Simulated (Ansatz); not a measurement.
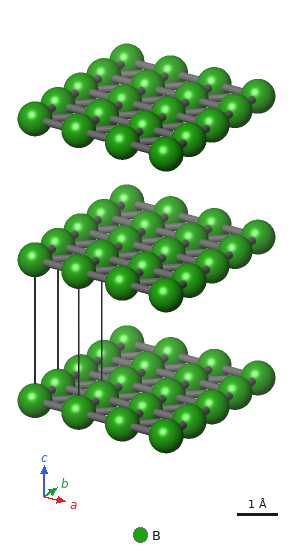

Reference structure: a symmetric starting cell of B. Style: ball-and-stick. Shown: the cell of the calculation, repeated 3 × 4 × 2 with one cell outlined, slightly off an axis.

The calculation used DFT PBEsol, scalar-relativistic, plane waves, PAW in Ansatz 0.2.0. Set-up: plane-wave cutoff 420 eV; k-point mesh 27 × 27 × 12; occupations gaussian; smearing width 0.1 eV; no spin polarisation.

Change: The cell is strained by +7.2 % along c and −1.8 % across it (volume +3.4 %), the atoms keeping their fractional coordinates. No relaxation follows. The starting cell wasn't computed here and needn't be at equilibrium, so pressure and forces aren't due to the change alone.

> Predict the response.

Among the bonded contacts that change: B–B 1.702 → 1.672 Å. The space group stays P6/mmm (No. 191). The pressure is 11.7 GPa (not all of it need come from the change, since the unchanged cell can be under pressure at this level too). The principal stresses (compression positive) are −1.2 GPa along c and 18.1 GPa across it. All forces vanish by symmetry.

The changed structure in the same view:

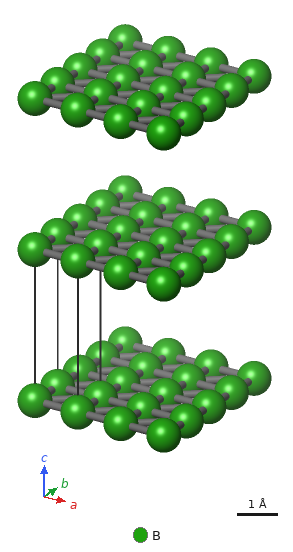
